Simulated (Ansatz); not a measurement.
## Run report: Ti, geometry relaxation (part 1 of 2)

Ti (Cmcm, 6 atoms in the cell), computed with DFT LDA, scalar-relativistic, plane waves, PAW, no spin polarisation (Ansatz 0.2.0).

The structure derives from a Materials Project entry. It belongs to a series of runs on one base structure; here: film's bulk on the substrate's plane, third vector and atoms relaxed. Figures and captions count atoms from 1; the log counts them from 0 in places.

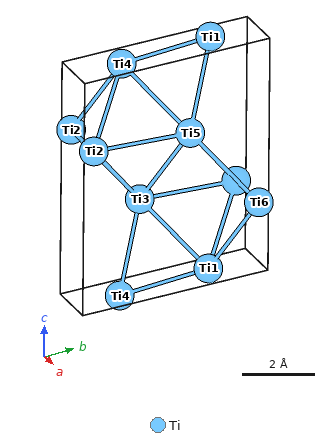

Figure 1. The input geometry (ball-and-stick view of the reduced cell, seen slightly off an axis; atoms are numbered from 1 in the order of the input). An atom can appear more than once, as a periodic image.

Results in brief

| quantity | value |
| --- | --- |
| outcome | converged |
| space group (tolerance 0.01 Å) | Cmcm (63) |
| electrons treated | 72 |
| free energy | −14701.7563 eV |
| Fermi energy | 13.851 eV |
| gap on the k-point mesh | none (metallic) |
| pressure | −2.96 GPa |
| final volume | 98.97 Å³ |
| largest force (length of the vector) at the end | 0.002 eV/Å |
| final cell | a = 6.885 Å, b = 10.517 Å, c = 2.923 Å, α = 115.37°, β = 130.85°, γ = 102.60° |
| hardware | 8 threads of Intel Xeon (Granite Rapids), 192 GiB of memory available, shared host |
| wall time | 23 s (CPU time 2.7 min) |
| peak memory | 1.1 GiB |

Input file
```yaml
crystal:
  lattice:
    - [6.884840169, 0.0, 0.0]
    - [-2.294946723, 10.2633137547, 0.0]
    - [-1.9124556025, -1.7105522924, 1.3930107214]
  atoms:
    - { symbol: Ti, position: [0.3055555556, 0.0277777778, 0.0] }
    - { symbol: Ti, position: [0.6388888889, 0.6944444444, 0.0] }
    - { symbol: Ti, position: [0.9722222222, 0.3611111111, 0.0] }
    - { symbol: Ti, position: [0.6944444444, 0.9722222222, 0.0] }
    - { symbol: Ti, position: [0.0277777778, 0.6388888889, 0.0] }
    - { symbol: Ti, position: [0.3611111111, 0.3055555556, 0.0] }
basis:
  ecutwfc: 420
kpoints:
  mp_grid: { grid: [5, 4, 24] }
hamiltonian:
  xc: lda
scf:
  occupations: { method: gaussian, width: 0.1 }
output:
  forces: true
  stress: true
  eigenvalues: true
relax:
  adjacent_minimum: "off"
  f_tol: 0.01
  max_steps: 50
  cell: { fix: [a, b, gamma], stress_tol: 0.1 }
```

Launch command:
```bash
ansatz run input.yaml --threads 8 --pin off --max-ram 28672MiB --backend cpu --events-out ev --progress --plain --runs-dir out
```

Log
```
basis.fft_grid_basis auto: the FFT boxes are laid along the combinations [[1, 0, 2], [1, 1, 3], [0, 0, 1]] of the cell's own vectors, 5.369, 6.717 and 2.920 Å long. The dense box has 36×45×20 points. Along the cell's own vectors, as sized, it would have 48×72×20, 2.13 times as many. Of the 6 symmetry operations that the crystal satisfies within crystal.symmetry.tolerance (time reversal apart; of a slab, those that keep its plane) the dense box along the cell's own vectors carries 6, and the one as laid loses 4 of those. basis.fft_grid_basis: typed keeps the cell's own vectors: state it where this run's energies or levels are differenced outside the engine with another run's, or held beside a run that keeps those vectors.
Engine: ansatz 0.2.0, x86_64-unknown-linux-gnu
Pseudopotentials: kind: paw
Pseudopotential: Ti, paw, valence charge 12, recommended cutoff 420 eV (normal), Ti.paw.azcp
Functional definition: SPW92
  exchange = slater_x
  correlation = pw_c
Crystal: 6 atoms, lattice volume = 98.432 Å³
Basis set: ecut = 420 eV, 1911 PW (Γ), FFT grids on a1+2a3, a1+a2+3a3, a3
Bands: 44, of which v1, the nominal top of the filled ones, is band 36 counted from 1 (35 counted from 0)
Symmetry: 6 space group operations
Space group: Cmcm (ITA 63), of the structure as read, at distance tolerance 4.6e-5 Å
k-points: 242 of 480
Non-local potential: Ti, projectors of the file, l = 0: 3, l = 1: 2, l = 2: 3, l = 3: 1
PAW form: soft (Blöchl's): semilocal exchange-correlation on the pseudo side does not see the compensation charge
PAW frozen core: Ti, regenerated for the run's functional, and the local potential with it (the file was generated under x = pbe(κ = 0.804, μ = 0.2195149727645171), c = pbe(β = 0.06672455060314922))
PAW one-centre angular grid: Ti, 590 points (default); XC on 64 Gauss nodes
Initial density: superposition of atomic densities (neutral atoms: chi_scale 0, normalization atom), corrected by the library's trained network
Initial wavefunctions: pseudopotential atomic-orbital guess
Functional: x = slater, c = lda
SCF iter   1: F=—  HF=-14701.737527 eV  |F-HF|=—  |Δ(HF+E_count)|=         —  Δρ=6.45e-3  dr2=1.66e-2  ethr=1.77e-3  ⟨swp⟩=6.1  Hψ=41484  notcnv=0
preconditioner: auto → Kerker (q_TF=auto, 2.590 Å⁻¹)  [metal: Δε(μ)=0.000 eV  Ē_g=2.483 eV  σ=0.100 eV  W_gap=0.00  n_scr=30 (ndim 8)  ℏωp=18.3 eV  f_vac=0.000  D(μ)=6.49/eV (n_scr^D=66)]
SCF iter   2: F=—  HF=-14701.733451 eV  |F-HF|=—  |Δ(HF+E_count)|=   4.08e-3  Δρ=3.30e-3  dr2=4.40e-3  ethr=2.30e-5  ⟨swp⟩=2.6  Hψ=19042  notcnv=0  defer=1
SCF iter   3: F=—  HF=-14701.732991 eV  |F-HF|=—  |Δ(HF+E_count)|=   4.60e-4  Δρ=5.14e-4  dr2=1.96e-4  ethr=6.11e-6  ⟨swp⟩=3.0  Hψ=20642  notcnv=0  defer=1
SCF iter   4: F=—  HF=-14701.732977 eV  |F-HF|=—  |Δ(HF+E_count)|=   1.37e-5  Δρ=1.89e-4  dr2=1.90e-5  ethr=2.72e-7  ⟨swp⟩=3.0  Hψ=19736  notcnv=0  defer=1
SCF iter   5: F=—  HF=-14701.732954 eV  |F-HF|=—  |Δ(HF+E_count)|=   2.26e-5  Δρ=7.51e-5  dr2=4.19e-6  ethr=2.64e-8  ⟨swp⟩=2.3  Hψ=17741  notcnv=0  defer=1
SCF iter   6: F=—  HF=-14701.732954 eV  |F-HF|=—  |Δ(HF+E_count)|=   5.20e-7  Δρ=2.14e-5  dr2=4.31e-7  ethr=5.82e-9  ⟨swp⟩=2.2  Hψ=12207  notcnv=0  defer=1
SCF iter   7: F=-14701.732954 eV  HF=-14701.732954 eV  |F-HF|=1.60e-8  |Δ(HF+E_count)|=   9.30e-8  Δρ=5.14e-6  dr2=2.67e-8  ethr=1.39e-10  ⟨swp⟩=7.3  Hψ=35240  notcnv=0
the search or the solves at the SCF's close seem to have found levels that the self-consistency loop had missed (the run counts 1). By its estimate they hold under 1e-12 electrons; where the run keeps them, the occupations were computed again with them
SCF 1 converged in 7 iterations: F = -14701.732954 eV  dr2 = 2.67e-8
  greatest PAW one-centre occupation: 0.999 electrons in one spin orbital (limit 2), on the Ti atom at site 5 (counted from 0), in its partial waves of l = 0
relax step   1: F+E_penalty+E_count = -14701.73295368 eV  Δ(F+E_penalty+E_count) = +0.000e0 eV  max|allowed force component| = 9.275e-2 eV/Å  Δτ_max = 0.0000 Å  P = -2.234 GPa  Ω = 98.432 Å³  fix = [a, b, gamma]  reactions: a -4.830, b -3.976 GPa; gamma +2.247 GPa/rad  (7 SCF iters, dr2 threshold 1.00e-7 eV, accepted)
Crystal: 6 atoms, lattice volume = 99.549 Å³
Basis set: ecut = 420 eV, 1923 PW (Γ), FFT grids on a1+2a3, a1+a2+3a3, a3
Initial density: handed on by an earlier stage of this run
Initial wavefunctions: those handed on with the density
iter 1 solved again at ethr=5.80e-6 eV; its pass at ethr=3.10e-3 eV (dr2=4.18e-3 eV) is discarded
SCF iter   1: F=—  HF=-14701.754366 eV  |F-HF|=—  |Δ(HF+E_count)|=         —  Δρ=2.76e-3  dr2=4.18e-3  ethr=5.80e-6  ⟨swp⟩=2.4  Hψ=61363  notcnv=0
preconditioner: auto → Kerker (q_TF=auto, 2.585 Å⁻¹)  [metal: Δε(μ)=0.001 eV  Ē_g=2.452 eV  σ=0.100 eV  W_gap=0.01  n_scr=30 (ndim 8)  ℏωp=18.2 eV  f_vac=0.000  D(μ)=7.10/eV (n_scr^D=72)]
SCF iter   2: F=—  HF=-14701.753242 eV  |F-HF|=—  |Δ(HF+E_count)|=   1.12e-3  Δρ=1.42e-3  dr2=1.19e-3  ethr=5.80e-6  ⟨swp⟩=2.0  Hψ=17753  notcnv=0
SCF iter   3: F=—  HF=-14701.752903 eV  |F-HF|=—  |Δ(HF+E_count)|=   3.40e-4  Δρ=2.21e-4  dr2=4.30e-5  ethr=1.65e-6  ⟨swp⟩=2.3  Hψ=17297  notcnv=0
SCF iter   4: F=—  HF=-14701.752894 eV  |F-HF|=—  |Δ(HF+E_count)|=   8.63e-6  Δρ=4.94e-5  dr2=1.07e-6  ethr=5.97e-8  ⟨swp⟩=2.4  Hψ=17788  notcnv=0
iter 5 did not close the SCF: its close was put off for the readings that it lacked (scf_convergence_deferred on its scf_iter line)
SCF iter   5: F=-14701.752894 eV  HF=-14701.752894 eV  |F-HF|=4.51e-9  |Δ(HF+E_count)|=  8.73e-10  Δρ=4.84e-6  dr2=1.86e-8  ethr=1.48e-9  ⟨swp⟩=1.1  Hψ=10864  notcnv=0
SCF iter   6: F=-14701.752894 eV  HF=-14701.752894 eV  |F-HF|=1.36e-10  |Δ(HF+E_count)|=  1.84e-10  Δρ=1.01e-6  dr2=5.76e-10  ethr=2.58e-11  ⟨swp⟩=1.8  Hψ=31688  notcnv=0
the search or the solves at the SCF's close seem to have found levels that the self-consistency loop had missed (the run counts 1). By its estimate they hold under 1e-12 electrons; where the run keeps them, the occupations were computed again with them
SCF 2 converged in 6 iterations: F = -14701.752894 eV  dr2 = 5.76e-10
relax step   2: F+E_penalty+E_count = -14701.75289418 eV  Δ(F+E_penalty+E_count) = -1.994e-2 eV  max|allowed force component| = 2.269e-2 eV/Å  Δτ_max = 0.0341 Å  P = -3.586 GPa  Ω = 99.549 Å³  energy of the carried Pulay correction = -2.493e-4 eV  fix = [a, b, gamma]  reactions: a -5.263, b -4.663 GPa; gamma +1.972 GPa/rad  (6 SCF iters, dr2 threshold 6.00e-7 eV, accepted)
Crystal: 6 atoms, lattice volume = 99.137 Å³
Basis set: ecut = 420 eV, 1919 PW (Γ), FFT grids on a1+2a3, a1+a2+3a3, a3
iter 1 solved again at ethr=9.58e-7 eV; its pass at ethr=3.10e-3 eV (dr2=6.90e-4 eV) is discarded
SCF iter   1: F=—  HF=-14701.756171 eV  |F-HF|=—  |Δ(HF+E_count)|=         —  Δρ=1.09e-3  dr2=8.27e-4  ethr=9.58e-7  ⟨swp⟩=2.5  Hψ=53421  notcnv=0
preconditioner: auto → Kerker (q_TF=auto, 2.587 Å⁻¹)  [metal: Δε(μ)=0.001 eV  Ē_g=2.460 eV  σ=0.100 eV  W_gap=0.01  n_scr=30 (ndim 8)  ℏωp=18.3 eV  f_vac=0.000  D(μ)=7.40/eV (n_scr^D=80)]
SCF iter   2: F=—  HF=-14701.755951 eV  |F-HF|=—  |Δ(HF+E_count)|=   2.19e-4  Δρ=5.81e-4  dr2=2.62e-4  ethr=9.58e-7  ⟨swp⟩=2.5  Hψ=18097  notcnv=0
SCF iter   3: F=—  HF=-14701.755866 eV  |F-HF|=—  |Δ(HF+E_count)|=   8.52e-5  Δρ=9.38e-5  dr2=9.90e-6  ethr=3.64e-7  ⟨swp⟩=2.0  Hψ=17573  notcnv=0
iter 4 did not close the SCF: its close was put off for the readings that it lacked (scf_convergence_deferred on its scf_iter line)
SCF iter   4: F=-14701.755863 eV  HF=-14701.755864 eV  |F-HF|=3.84e-8  |Δ(HF+E_count)|=   2.70e-6  Δρ=2.21e-5  dr2=2.26e-7  ethr=1.38e-8  ⟨swp⟩=2.2  Hψ=17470  notcnv=0
iter 5 did not close the SCF: its close was put off for the readings that it lacked (scf_convergence_deferred on its scf_iter line)
SCF iter   5: F=-14701.755863 eV  HF=-14701.755863 eV  |F-HF|=4.41e-9  |Δ(HF+E_count)|=   2.32e-8  Δρ=2.94e-6  dr2=6.68e-9  ethr=3.14e-10  ⟨swp⟩=2.6  Hψ=16237  notcnv=0
SCF iter   6: F=-14701.755863 eV  HF=-14701.755863 eV  |F-HF|=1.24e-10  |Δ(HF+E_count)|=   1.61e-9  Δρ=7.85e-7  dr2=3.72e-10  ethr=9.28e-12  ⟨swp⟩=1.2  Hψ=30126  notcnv=0
SCF 3 converged in 6 iterations: F = -14701.755863 eV  dr2 = 3.72e-10
relax step   3: F+E_penalty+E_count = -14701.75586348 eV  Δ(F+E_penalty+E_count) = -2.969e-3 eV  max|allowed force component| = 6.180e-3 eV/Å  Δτ_max = 0.0137 Å  P = -3.139 GPa  Ω = 99.137 Å³  energy of the carried Pulay correction = -1.577e-4 eV  fix = [a, b, gamma]  reactions: a -4.839, b -4.327 GPa; gamma +1.786 GPa/rad  (6 SCF iters, dr2 threshold 6.00e-7 eV, accepted)
Crystal: 6 atoms, lattice volume = 98.974 Å³
Basis set: ecut = 420 eV, 1913 PW (Γ), FFT grids on a1+2a3, a1+a2+3a3, a3
iter 1 solved again at ethr=1.17e-7 eV; its pass at ethr=3.10e-3 eV (dr2=8.45e-5 eV) is discarded
SCF iter   1: F=—  HF=-14701.756201 eV  |F-HF|=—  |Δ(HF+E_count)|=         —  Δρ=3.83e-4  dr2=1.03e-4  ethr=1.17e-7  ⟨swp⟩=3.1  Hψ=54660  notcnv=0
preconditioner: auto → Kerker (q_TF=auto, 2.587 Å⁻¹)  [metal: Δε(μ)=0.002 eV  Ē_g=2.463 eV  σ=0.100 eV  W_gap=0.01  n_scr=30 (ndim 8)  ℏωp=18.3 eV  f_vac=0.000  D(μ)=7.51/eV (n_scr^D=80)]
SCF iter   2: F=—  HF=-14701.756175 eV  |F-HF|=—  |Δ(HF+E_count)|=   2.68e-5  Δρ=2.05e-4  dr2=3.33e-5  ethr=1.17e-7  ⟨swp⟩=2.2  Hψ=17965  notcnv=0
SCF iter   3: F=—  HF=-14701.756164 eV  |F-HF|=—  |Δ(HF+E_count)|=   1.06e-5  Δρ=3.29e-5  dr2=1.22e-6  ethr=4.62e-8  ⟨swp⟩=2.0  Hψ=17557  notcnv=0
iter 4 did not close the SCF: its close was put off for the readings that it lacked (scf_convergence_deferred on its scf_iter line)
SCF iter   4: F=-14701.756164 eV  HF=-14701.756164 eV  |F-HF|=4.92e-9  |Δ(HF+E_count)|=   3.39e-7  Δρ=7.81e-6  dr2=2.86e-8  ethr=1.70e-9  ⟨swp⟩=2.4  Hψ=17861  notcnv=0
iter 5 did not close the SCF: its close was put off for the readings that it lacked (scf_convergence_deferred on its scf_iter line)
SCF iter   5: F=-14701.756164 eV  HF=-14701.756164 eV  |F-HF|=5.82e-10  |Δ(HF+E_count)|=   3.04e-9  Δρ=1.07e-6  dr2=8.89e-10  ethr=3.97e-11  ⟨swp⟩=2.7  Hψ=16697  notcnv=0
SCF iter   6: F=-14701.756164 eV  HF=-14701.756164 eV  |F-HF|=2.18e-11  |Δ(HF+E_count)|=  2.00e-10  Δρ=2.84e-7  dr2=4.92e-11  ethr=1.23e-12  ⟨swp⟩=1.1  Hψ=29988  notcnv=0
SCF 4 converged in 6 iterations: F = -14701.756164 eV  dr2 = 4.92e-11
relax step   4: F+E_penalty+E_count = -14701.75616380 eV  Δ(F+E_penalty+E_count) = -3.003e-4 eV  max|allowed force component| = 1.256e-3 eV/Å  Δτ_max = 0.0047 Å  P = -2.961 GPa  Ω = 98.974 Å³  energy of the carried Pulay correction = -1.213e-4 eV  fix = [a, b, gamma]  reactions: a -4.681, b -4.198 GPa; gamma +1.721 GPa/rad  (6 SCF iters, dr2 threshold 1.56e-7 eV, accepted)
Initial wavefunctions: pseudopotential atomic-orbital guess (no wavefunctions were taken with the density)
iter 1 solved again at ethr=8.57e-7 eV; its pass at ethr=3.10e-3 eV (dr2=6.17e-4 eV) is discarded
SCF iter   1: F=—  HF=-14701.756293 eV  |F-HF|=—  |Δ(HF+E_count)|=         —  Δρ=9.22e-5  dr2=1.81e-7  ethr=8.57e-7  ⟨swp⟩=2.8  Hψ=64035  notcnv=0
eigensolver tolerance schedule: the retry pair's looser diagonalisation over-reported the residual by 3404.55 of it (diagonalisation noise at 16.07 of the residual, at the tolerance the schedule requests for it); recorded, not acted on — ethr = c·dr2/N_el stays at c = 1.0e-1
preconditioner: auto → Kerker (q_TF=auto, 2.587 Å⁻¹)  [metal: Δε(μ)=0.002 eV  Ē_g=2.462 eV  σ=0.100 eV  W_gap=0.01  n_scr=30 (ndim 8)  ℏωp=18.3 eV  f_vac=0.000  D(μ)=7.51/eV (n_scr^D=80)]
SCF iter   2: F=—  HF=-14701.756297 eV  |F-HF|=—  |Δ(HF+E_count)|=   4.11e-6  Δρ=4.68e-5  dr2=4.79e-8  ethr=2.52e-10  ⟨swp⟩=2.3  Hψ=13767  notcnv=0
iter 3 did not close the SCF: its close was put off for the readings that it lacked (scf_convergence_deferred on its scf_iter line)
SCF iter   3: F=-14701.756299 eV  HF=-14701.756299 eV  |F-HF|=5.09e-11  |Δ(HF+E_count)|=   1.25e-6  Δρ=5.87e-7  dr2=1.13e-10  ethr=6.65e-11  ⟨swp⟩=1.0  Hψ=10648  notcnv=0
iter 4 did not close the SCF: its close was put off for the readings that it lacked (scf_convergence_deferred on its scf_iter line)
SCF iter   4: F=-14701.756299 eV  HF=-14701.756299 eV  |F-HF|=0.00e0  |Δ(HF+E_count)|=  1.09e-10  Δρ=8.65e-8  dr2=3.27e-12  ethr=1.00e-12  ⟨swp⟩=1.7  Hψ=11191  notcnv=0
iter 5 did not close the SCF: its close was put off for the readings that it lacked (scf_convergence_deferred on its scf_iter line)
SCF iter   5: F=-14701.756299 eV  HF=-14701.756299 eV  |F-HF|=1.82e-12  |Δ(HF+E_count)|=  1.82e-12  Δρ=2.59e-8  dr2=4.58e-13  ethr=1.00e-12  ⟨swp⟩=1.0  Hψ=10648  notcnv=0
iter 6 did not close the SCF: its close was put off for the readings that it lacked (scf_convergence_deferred on its scf_iter line)
SCF iter   6: F=-14701.756299 eV  HF=-14701.756299 eV  |F-HF|=3.64e-12  |Δ(HF+E_count)|=  1.82e-12  Δρ=8.43e-9  dr2=7.31e-14  ethr=1.00e-12  ⟨swp⟩=1.0  Hψ=10648  notcnv=0
SCF iter   7: F=-14701.756299 eV  HF=-14701.756299 eV  |F-HF|=3.64e-12  |Δ(HF+E_count)|=  3.64e-12  Δρ=1.88e-9  dr2=2.88e-15  ethr=1.00e-12  ⟨swp⟩=1.1  Hψ=22401  notcnv=0
SCF 5 converged in 7 iterations: F = -14701.756299 eV  dr2 = 2.88e-15
relax step   5: F+E_penalty+E_count = -14701.75629856 eV  Δ(F+E_penalty+E_count) = -1.348e-4 eV  max|allowed force component| = 1.258e-3 eV/Å  Δτ_max = 0.0000 Å  P = -2.956 GPa  Ω = 98.974 Å³  fix = [a, b, gamma]  reactions: a -4.678, b -4.197 GPa; gamma +1.719 GPa/rad  stress off target by 9.68e-3 GPa on what of the cell is left free  SCF on the basis re-selected at this cell (its energy is not comparable with the rows above)  (7 SCF iters)
```
